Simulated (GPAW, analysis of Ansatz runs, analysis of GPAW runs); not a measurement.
# Bond-centred H in GaP: charge-transition level against experiment (GPAW), part 2 of 4

Subject: bond-centred H in GaP. Wanted: its charge-transition level, in one set-up (PBE, plane waves 300 eV, 32-site cell, PBE lattice, k: the single point 1/4 1/4 1/4 then 2x2x2 shifted, dielectric constants 9.1 and 11.1 (handbook)). The model is a cell of 32 host atoms with 1 H put in. The level is the Fermi energy at which two charge states have equal formation energy, after a correction for the images of the charge. This set-up takes another basis size than the usual one.

GPAW 26.7.0; PBE, plane waves 300 eV, 32-site cell, PBE lattice, k: the single point 1/4 1/4 1/4 then 2x2x2 shifted, dielectric constants 9.1 and 11.1 (handbook).

So far: Starting point; Relaxation, charge +1.

### Step 2. Relaxation, charge +1 (continued)

Level of this step: GPAW plane-wave PAW DFT, PBE; relaxation of all atoms of a defect supercell (GPAW).

The steps of the relaxation (22 of 37):

```
step  energy less that of the first step (eV)
   0                                   0.0000
   2                                  -0.6818
   3                                  -0.7886
   5                                  -0.8693
   7                                  -0.8841
   9                                  -0.8894
  10                                  -0.8909
  12                                  -0.8934
  14                                  -0.8949
  15                                  -0.8952
  17                                  -0.8958
  19                                  -0.8963
  21                                  -0.8969
  22                                  -0.8972
  24                                  -0.8978
  26                                  -0.8988
  27                                  -0.8991
  29                                  -0.8995
  31                                  -0.9000
  33                                  -0.9006
  34                                  -0.9007
  36                                  -0.9008
```

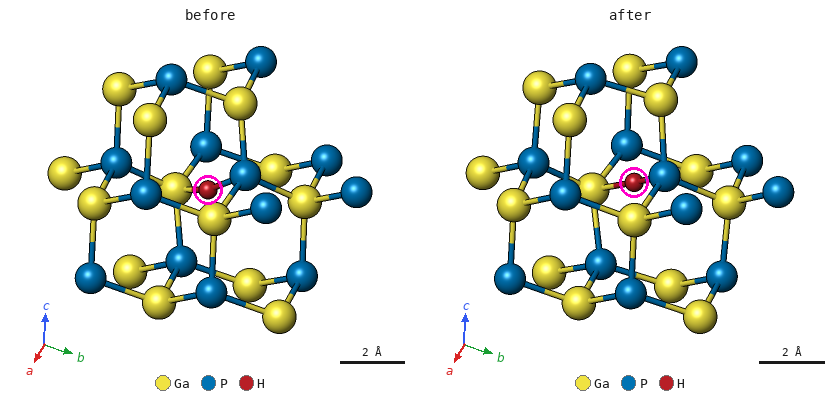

Before and after: the atoms that start within 5 Å of the centre. H33, which moves most, is ringed if it is among them.

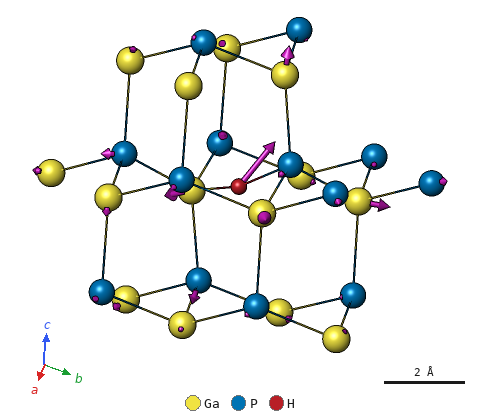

Displacements in the relaxation near the centre, exaggerated; the longest in the cell stands for 0.30 Å.

The atoms that moved most (Å):

```
atom      dx      dy      dz  length
 H33   0.286  -0.057  -0.072   0.300
 Ga7  -0.079  -0.094   0.094   0.155
 Ga9   0.085   0.086   0.023   0.123
Ga12   0.066  -0.048  -0.092   0.123
Ga16  -0.029   0.072  -0.086   0.115
 P23  -0.059   0.032   0.060   0.090
 P22  -0.070  -0.036  -0.032   0.085
 P19   0.038  -0.034   0.031   0.059
```

The relaxed structure:

```xyz
33
Lattice="-5.5440 5.5440 -5.5440 5.5440 5.5440 5.5440 5.5440 -5.5440 -5.5440" Properties=species:S:1:pos:R:3 pbc="T T T"
Ga   -0.0367   -0.0267    0.0017
Ga    5.5081   -2.7700   -2.7427
Ga    5.5428   -0.0174   -0.0238
Ga    5.5428    2.7992    2.7914
Ga    2.7563   -2.7592   -5.5534
Ga    2.7887   -0.0171   -2.7762
Ga    2.4281    2.4342    0.3394
Ga    2.7899    5.5515    2.7919
Ga    0.0706    0.0831   -5.5074
Ga   -0.0251    2.7991   -2.7762
Ga   -0.0256    5.5517   -0.0235
Ga    5.6131    2.7370   -2.8488
Ga   -2.7690    2.7662   -5.5531
Ga   -2.7802    5.5155   -2.7410
Ga    2.7764    2.7849   -5.5349
Ga    2.7281    5.6248   -2.8487
P     4.1564   -4.1224   -4.1901
P     4.1443   -1.3905   -1.3786
P     4.1848    1.3432    1.4314
P     4.1450    4.1538    4.1650
P     1.3819   -1.3819   -4.1555
P     1.3356    1.3448   -1.4179
P     1.3368    4.1932    1.4293
P     6.9265    1.3854   -1.3862
P    -1.3924    1.3931   -4.1537
P    -1.3987    4.1530   -1.3778
P     4.1510    1.3845   -4.1608
P     4.3775    4.3880   -1.6112
P    -4.1332    4.1660   -4.1898
P     1.4132    1.4224   -6.9354
P     1.3773    4.1607   -4.1608
P     1.3762    6.9365   -1.3857
H     3.5481    3.5743   -0.7774
```

Neighbours of H33 at the end:

```
atom  distance (Å)
 P28         1.430
 Ga7         1.950
 Ga9         3.024
Ga16         3.028
Ga12         3.042
 P23         3.185
 P19         3.203
 P22         3.206
```

First to last step the energy falls by 0.901 eV; the largest move, 0.30 Å, is that of H33. Judged within 0.08 Å, the space group went from P1 to R3m.

### Step 3. Single point, charge +1

The relaxed structure is kept, and the final numbers are taken at the final level and k-points.

This step: GPAW plane-wave PAW DFT, PBE; single point of a defect supercell.

The input, run.py:

```python
import numpy as np
from ase.io import read, write
from ase.parallel import parprint, world
from gpaw import GPAW, PW

atoms = read('POSCAR')
calc = GPAW(mode=PW(300),
            xc='PBE',
            kpts={'size': (2, 2, 2), 'gamma': False},
            charge=1,
            occupations={'name': 'fermi-dirac', 'width': 0.01},
            nbands=72,
            convergence={'density': 1e-05, 'bands': 69},
            maxiter=150,
            symmetry={'point_group': False},
            txt='gpaw.txt')
atoms.calc = calc
energy = atoms.get_potential_energy()
forces = atoms.get_forces()
parprint(f'Energy: {energy:.6f} eV, largest force {np.linalg.norm(forces, axis=1).max():.4f} eV/A')
calc.write('gs.gpw')
write('final.xyz', atoms)
for s in range(calc.get_number_of_spins()):
    parprint('Levels (eV), spin', s, calc.get_eigenvalues(kpt=0, spin=s)[-16:].round(3))
field = calc.get_electrostatic_potential()
if world.rank == 0:
    np.save('potential.npy', field)
field = calc.get_pseudo_density()
if world.rank == 0:
    np.save('density.npy', field)
```

The input, POSCAR:

```
Ga P  H 
 1.0000000000000000
    -5.5439663038522919    5.5439663038522928   -5.5439663038522866
     5.5439663038522937    5.5439663038522928    5.5439663038522866
     5.5439663038522919   -5.5439663038522919   -5.5439663038522866
 Ga  P   H  
  16  16   1
Direct
 -0.0025658335964480 -0.0057151113956057 -0.0034625877842477
 -0.0024616175950631  0.2469415919877992  0.7441188914033330
[... 4 atom lines left out ...]
  0.1889338945426438  0.4385265794834768  0.1883796559647749
[... 1 atom line left out ...]
  0.5041962165350269  0.0138582714593005  0.5030705964179523
[... 1 atom line left out ...]
  0.5028208952249561  0.4983883953407260 -0.0001924885436729
  0.5037748205755348  0.7530811401394903  0.7631703627166792
[... 3 atom lines left out ...]
  0.7642080512026289  0.7533363004204999  0.5029617943497321
[... 2 atom lines left out ...]
 -0.0079565617073377  0.4985616169924040  0.2483287216308231
[... 2 atom lines left out ...]
  0.2491621682549107  0.2417453383633892  0.2483331390458396
  0.2492760533266074  0.4987455989908679 -0.0083347196695430
[... 4 atom lines left out ...]
  0.5410557298870474  0.7905484854687114  0.5401131438911030
[... 2 atom lines left out ...]
  0.7504957402264281  0.4994574756119899  0.4994630573558724
  0.7505620970510980  0.7497023849354796  0.2490861468693356
  0.3924747754126990  0.6423562824552984  0.3901137608821987
```

Run with:

```bash
$ OMP_NUM_THREADS=1 mpirun -n 4 gpaw python run.py > stdout
```

The log of the run:

```text
__  _  _
 | _ |_)|_||  |
 |__||  | ||/\| - 26.7.0

Input parameters:
  mode=PW(ecut=300.0),
  charge=1,
  convergence={'density': 1e-05, 'bands': 69},
  kpts=MonkhorstPack(size=(2, 2, 2), gamma=False),
  maxiter=150,
  nbands=72,
  occupations=Occupations(name='fermi-dirac', width=0.01),
  symmetry=Symmetry(point_group=False),
  xc=XC(name='PBE')

Diagonalizing LCAO Hamiltonian
Converting LCAO to pw mode

                                P
                              Ga

                                   Ga
                          P
                       Ga      P
                           Ga
                   P           H
                Ga  Ga        Ga Ga
                        P             P
                     Ga            Ga
            P             P  P
                 P         Ga
               Ga           Ga PGa
                      P
                    Ga
                        P  P
                         Ga

Atoms  # Å, Bohr magnetons
|    | symbol |         x |         y |         z |    initial magnetic moments |
|----|--------|-----------|-----------|-----------|-----------------------------|
|  0 |     Ga | -0.036656 | -0.026713 |  0.001737 | ( 0.0000,  0.0000,  0.0000) |
|  1 |     Ga |  5.508053 | -2.769981 | -2.742687 | ( 0.0000,  0.0000,  0.0000) |
|  2 |     Ga |  5.542771 | -0.017429 | -0.023759 | ( 0.0000,  0.0000,  0.0000) |
|  3 |     Ga |  5.542766 |  2.799175 |  2.791361 | ( 0.0000,  0.0000,  0.0000) |
|  4 |     Ga |  2.756254 | -2.759246 | -5.553449 | ( 0.0000,  0.0000,  0.0000) |
|  5 |     Ga |  2.788662 | -0.017125 | -2.776155 | ( 0.0000,  0.0000,  0.0000) |
|  6 |     Ga |  2.428104 |  2.434249 |  0.339363 | ( 0.0000,  0.0000,  0.0000) |
|  7 |     Ga |  2.789873 |  5.551479 |  2.791875 | ( 0.0000,  0.0000,  0.0000) |
|  8 |     Ga |  0.070589 |  0.083070 | -5.507423 | ( 0.0000,  0.0000,  0.0000) |
|  9 |     Ga | -0.025108 |  2.799085 | -2.776247 | ( 0.0000,  0.0000,  0.0000) |
| 10 |     Ga | -0.025641 |  5.551738 | -0.023506 | ( 0.0000,  0.0000,  0.0000) |
| 11 |     Ga |  5.613137 |  2.736976 | -2.848845 | ( 0.0000,  0.0000,  0.0000) |
| 12 |     Ga | -2.769000 |  2.766204 | -5.553070 | ( 0.0000,  0.0000,  0.0000) |
| 13 |     Ga | -2.780222 |  5.515470 | -2.740961 | ( 0.0000,  0.0000,  0.0000) |
| 14 |     Ga |  2.776398 |  2.784929 | -5.534928 | ( 0.0000,  0.0000,  0.0000) |
| 15 |     Ga |  2.728131 |  5.624812 | -2.848676 | ( 0.0000,  0.0000,  0.0000) |
| 16 |      P |  4.156365 | -4.122442 | -4.190141 | ( 0.0000,  0.0000,  0.0000) |
| 17 |      P |  4.144264 | -1.390518 | -1.378608 | ( 0.0000,  0.0000,  0.0000) |
| 18 |      P |  4.184846 |  1.343172 |  1.431394 | ( 0.0000,  0.0000,  0.0000) |
| 19 |      P |  4.145014 |  4.153750 |  4.165049 | ( 0.0000,  0.0000,  0.0000) |
| 20 |      P |  1.381883 | -1.381905 | -4.155450 | ( 0.0000,  0.0000,  0.0000) |
| 21 |      P |  1.335632 |  1.344824 | -1.417869 | ( 0.0000,  0.0000,  0.0000) |
| 22 |      P |  1.336843 |  4.193214 |  1.429258 | ( 0.0000,  0.0000,  0.0000) |
| 23 |      P |  6.926488 |  1.385356 | -1.386196 | ( 0.0000,  0.0000,  0.0000) |
| 24 |      P | -1.392443 |  1.393065 | -4.153746 | ( 0.0000,  0.0000,  0.0000) |
| 25 |      P | -1.398692 |  4.153008 | -1.377798 | ( 0.0000,  0.0000,  0.0000) |
| 26 |      P |  4.151023 |  1.384471 | -4.160804 | ( 0.0000,  0.0000,  0.0000) |
| 27 |      P |  4.377549 |  4.388000 | -1.611190 | ( 0.0000,  0.0000,  0.0000) |
| 28 |      P | -4.133178 |  4.166011 | -4.189762 | ( 0.0000,  0.0000,  0.0000) |
| 29 |      P |  1.413170 |  1.422450 | -6.935424 | ( 0.0000,  0.0000,  0.0000) |
| 30 |      P |  1.377259 |  4.160692 | -4.160754 | ( 0.0000,  0.0000,  0.0000) |
| 31 |      P |  1.376159 |  6.936491 | -1.385691 | ( 0.0000,  0.0000,  0.0000) |
| 32 |      H |  3.548112 |  3.574291 | -0.777443 | ( 0.0000,  0.0000,  0.0000) |

Unit cell  # Å
| periodic |         x |         y |         z |  lengths |     angles |
|----------|-----------|-----------|-----------|----------|------------|
|      yes | -5.543966 |  5.543966 | -5.543966 | 9.602431 | 109.471221 |
|      yes |  5.543966 |  5.543966 |  5.543966 | 9.602431 | 109.471221 |
|      yes |  5.543966 | -5.543966 | -5.543966 | 9.602431 | 109.471221 |

Number of symmetries: 1
Symmetry operations  # r_c * U_cc + t_c -> r_c
|   | kind |            matrix            |
|---|------|------------------------------|
| 0 |  E   |  1, 0, 0,  0, 1, 0,  0, 0, 1 |

BZ-sampling:
  Number of BZ points: 8
  Number of IBZ points: 4

  Monkhorst-Pack size: [2, 2, 2]
  Monkhorst-Pack shift: [0, 0, 0]

K-points  # in reciprocal-cell coordinates
|   |                                coordinates |     weight |
|---|--------------------------------------------|------------|
| 0 | (  0.25000000,  -0.25000000,  -0.25000000) | 0.25000000 |
| 1 | (  0.25000000,  -0.25000000,   0.25000000) | 0.25000000 |
| 2 | (  0.25000000,   0.25000000,  -0.25000000) | 0.25000000 |
| 3 | (  0.25000000,   0.25000000,   0.25000000) | 0.25000000 |

Plane wave coefficients: 8088
Cutoff: 300.0 eV

Spin-components: 1 (collinear spins)
Bands:           72
Projectors:      163
Spin-degeneracy: 2
Datatype:        complex128

Density:
  Valence electrons: 129.0
  Components: 1
[...]
|   4s |  2.000 |      -8.945 |    1.164 |
    |   4p |  1.000 |      -2.580 |    1.164 |
    |    s |        |      18.266 |    1.164 |
    |    p |        |      24.631 |    1.164 |
    |    d |        |       0.000 |    1.164 |

    Using partial waves for Ga as LCAO basis

  P:
    name:    Phosphorus
    Z:       15.0
    valence: 5
    core:    10
    charge:  0.0  # [|e|]
    compensation charges:
      type: gauss
      rc: 0.30  # [Å]
      lmax: 2
    cutoffs:
      filter: 1.69  # [Å]
      core: 1.81  # [Å]
    projectors
    | kind |    occ | energy [eV] | rcut [Å] |
    |------|--------|-------------|----------|
    |   3s |  2.000 |     -13.968 |    0.953 |
    |   3p |  3.000 |      -5.506 |    0.953 |
    |    s |        |      13.244 |    0.953 |
    |    p |        |      21.705 |    0.953 |
    |    d |        |       0.000 |    0.953 |

    Using partial waves for P as LCAO basis

  H:
    name:    Hydrogen
    Z:       1.0
    valence: 1
    core:    0
    charge:  0.0  # [|e|]
    compensation charges:
      type: gauss
      rc: 0.15  # [Å]
      lmax: 2
    cutoffs:
      filter: 0.85  # [Å]
      core: 0.53  # [Å]
    projectors
    | kind |    occ | energy [eV] | rcut [Å] |
    |------|--------|-------------|----------|
    |   1s |  1.000 |      -6.494 |    0.476 |
    |    s |        |      20.717 |    0.476 |
    |    p |        |       0.000 |    0.476 |

    Using partial waves for H as LCAO basis

Reference energy: -995013.853165  # eV

eigensolver:
  PPCG
  Converge bands: 69
  niter=2

density mixing:
  MSR1-Mixer
  Pratt-step length: 0.05
  Maximum mixing coefficient: 0.75
  Old densities: 10
  SVD Regularization: 0.005
  Good broyden scale: 1.0
  Trust region scale: 1.0
  Backstep threshold: 4.0
  History deletion threshold: 6.0
  Fourier metric: weight=20.0, sigma=0.015

occupation numbers:
  Fermi-Dirac:
    width: 0.0100  # eV

poisson solver:
  ecut: 2400.0  # eV
  uniform background charge: 1.0  # electrons

xc functional:
  name: PBE with 2 nearest neighbor stencil

Initialization done in: 1.753 s

convergence criteria:
- Maximum integral of absolute [dens]ity change: 1e-05 electrons / valence electron
- Maximum [total energy] change in last 3 cyles: 0.0005 eV / valence electron
- Maximum integral of absolute [eigenst]ate change: 4e-08 eV^2 / valence electron
maximum number of iterations: 150

SCF iterations
|iter     | |      energy | eigst |  dens |
|---------|-|-------------|-------|-------|
|iter:   1| | -155.367388 | -0.08 |       |
|iter:   2| | -154.881659 | -1.59 | -0.82 |
|iter:   3| | -152.600118 | -1.57 | -0.86 |
|iter:   4| | -152.306335 | -1.70 | -1.29 |
|iter:   5| | -152.245916 | -2.25 | -1.83 |
|iter:   6| | -152.245363c| -2.91 | -2.18 |
|iter:   7| | -152.246462c| -3.16 | -2.60 |
|iter:   8| | -152.246439c| -3.34 | -3.15 |
|iter:   9| | -152.246418c| -3.49 | -3.55 |
|iter:  10| | -152.246420c| -3.66 | -4.08 |
|iter:  11| | -152.246420c| -3.84 | -4.51 |
|iter:  12| | -152.246420c| -4.04 | -4.98 |
|iter:  13| | -152.246420c| -4.21 | -5.30c|
|iter:  14| | -152.246420c| -4.46 | -5.63c|
|iter:  15| | -152.246420c| -4.64 | -6.25c|
|iter:  16| | -152.246420c| -4.91 | -6.71c|
|iter:  17| | -152.246420c| -5.05 | -7.03c|
|iter:  18| | -152.246420c| -5.31 | -7.41c|
|iter:  19| | -152.246420c| -5.45 | -7.77c|
|iter:  20| | -152.246420c| -5.70 | -8.14c|
|iter:  21| | -152.246420c| -5.82 | -8.48c|
|iter:  22| | -152.246420c| -6.05 | -8.96c|
|iter:  23| | -152.246420c| -6.16 | -9.29c|
|iter:  24| | -152.246420c| -6.35 | -9.67c|
|iter:  25| | -152.246420c| -6.46 |-10.07c|
|iter:  26| | -152.246420c| -6.62 |-10.43c|
|iter:  27| | -152.246420c| -6.73 |-10.77c|
|iter:  28| | -152.246420c| -6.88 |-11.32c|
|iter:  29| | -152.246420c| -6.96 |-11.60c|
|iter:  30| | -152.246420c| -7.12 |-12.03c|
|iter:  31| | -152.246420c| -7.22 |-12.43c|
|iter:  32| | -152.246420c| -7.35 |-12.69c|
|iter:  33| | -152.246420c| -7.45c|-13.08c|

Converged in 33 steps
SCF loop duration: 64.134 s (1.943 s/step)
Energy contributions relative to reference atoms: (reference = -995013.853165)

Energy contributions:
  Kinetic:         285.512689
  Coulomb:        -265.853727
  Zero:              0.009475
  External:          0.000000
  Xc:             -171.914858
  Entropy:          -0.000000
  Spinorbit:         0.000000
  ----------------------------
  Free energy:    -152.246420
  Extrapolated:   -152.246420

dipole moment: (58.725820, -52.430447, -114.718681)  # |e|*Ang

Fermi level: 4.834
Eigenvalues  # (at kpt = [0.250, -0.250, -0.250])
| band index |      eig [eV] | occ [0-2] |
|------------|---------------|-----------|
|          0 |        -7.513 |     2.000 |
|        ... |               |           |
|         56 |         3.225 |     2.000 |
|         57 |         3.282 |     2.000 |
|         58 |         3.305 |     2.000 |
|         59 |         3.339 |     2.000 |
|         60 |         3.347 |     2.000 |
|         61 |         3.469 |     2.000 |
|         62 |         3.797 |     2.000 |
|         63 |         3.827 |     2.000 |
|         64 |         6.001 |     0.000 |
|         65 |         6.470 |     0.000 |
|         66 |         6.748 |     0.000 |
|         67 |         6.943 |     0.000 |
|         68 |         6.991 |     0.000 |
|         69 |         7.034 |     0.000 |
|         70 |         7.158 |     0.000 |
|         71 |         7.233 |     0.000 |

Gap: 2.122 eV
Transition (v -> c):
  (s=0, k=3, n=63, [0.25, 0.25, 0.25]) -> (s=0, k=3, n=64, [0.25, 0.25, 0.25])
No difference between direct/indirect transitions

Forces  # eV/Ang
|        x |        y |        z |
|----------|----------|----------|
|  0.00919 |  0.01117 |  0.00719 |  # Ga   0
|  0.01028 | -0.00729 | -0.00863 |  # Ga   1
| -0.00998 |  0.01384 |  0.00573 |  # Ga   2
| -0.01072 | -0.00614 | -0.01495 |  # Ga   3
| -0.01072 |  0.00399 | -0.00425 |  # Ga   4
| -0.00452 |  0.01106 |  0.00956 |  # Ga   5
|  0.03885 |  0.03936 | -0.03778 |  # Ga   6
| -0.00735 | -0.00957 | -0.01406 |  # Ga   7
| -0.00909 | -0.01800 |  0.00739 |  # Ga   8
|  0.01212 | -0.00512 |  0.01007 |  # Ga   9
[...]
| -0.00215 |  0.02689 |  0.00506 |  # P   28
| -0.00518 | -0.00152 | -0.02940 |  # P   29
|  0.00425 | -0.00079 | -0.00237 |  # P   30
|  0.00591 |  0.00190 |  0.00338 |  # P   31
| -0.09099 | -0.09554 |  0.09060 |  # H   32

# Writing to gs.gpw (mode='')
```

Run time: 69 s. Hardware: 4 MPI ranks of Arm Neoverse V2, shared host; peak memory 1.4 GiB.

(Part 2 of 4 ends here.)

[Logs are printed without paths, hosts, clocks, repeated set-up lines and the standing remarks that a program may print on its own settings, such as how far it seeks lower states.]

[Hosts, paths, dates, database ids (printed as entryN), source tags and the programs' standing remarks are cut or masked in the printed files.]

[For some hosts the program warned that the k-mesh of the response run may be too coarse for force constants and the static dielectric constant; such warnings are not shown here.]
